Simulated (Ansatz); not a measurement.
Consider Mo.

```xyz
2
Lattice="2.7902 0.0000 0.0000 0.0000 4.7380 0.0000 0.0000 0.0000 2.5552" Properties=species:S:1:pos:R:3 pbc="T T T"
Mo    0.0000    0.0000    1.2776
Mo    1.3951    2.3690    1.2776
```

Space group Cmmm; a structure from a database of computed crystals, not necessarily the ambient phase; changed on purpose from its base cell (strain +0.0200 x Voigt [1, 0, 0, 0, 0, 0], atoms carried along); computed pressure about −4 GPa in this cell; computed without spin polarisation.

Computed with DFT r2SCAN, scalar-relativistic, plane waves, PAW in Ansatz 0.2.0.

What can the converged valence pseudo-density and electron localisation function tell about the bonding?

Mo–Mo (2.75 Å): the density is about 0.37 e/Å³ at the midpoint; the ELF is about 0.30 at the midpoint.

Does the calculation give a band gap?

It is gapless in this calculation (a metal or semimetal).

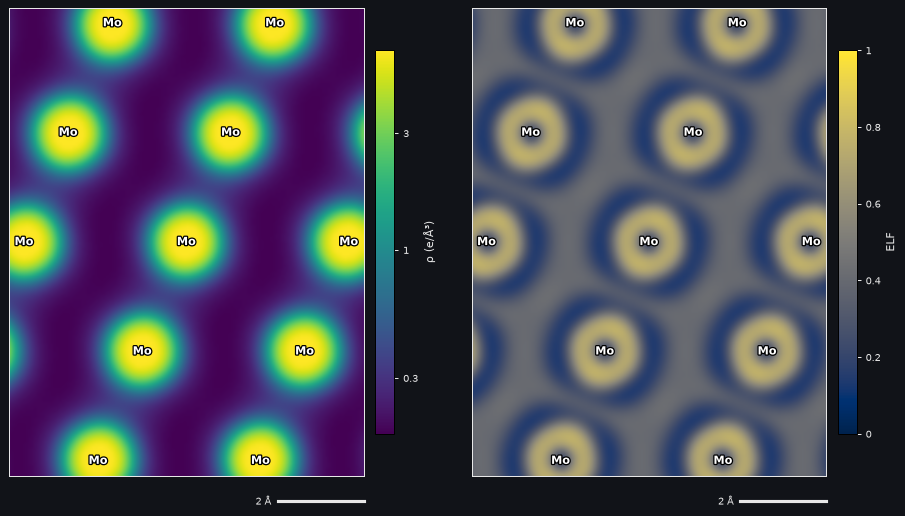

Computed valence pseudo-density and electron localisation function on the (111) plane of the conventional cell, in this order. 

In a PAW calculation such maps are meaningful between the atoms, not at the nuclei.
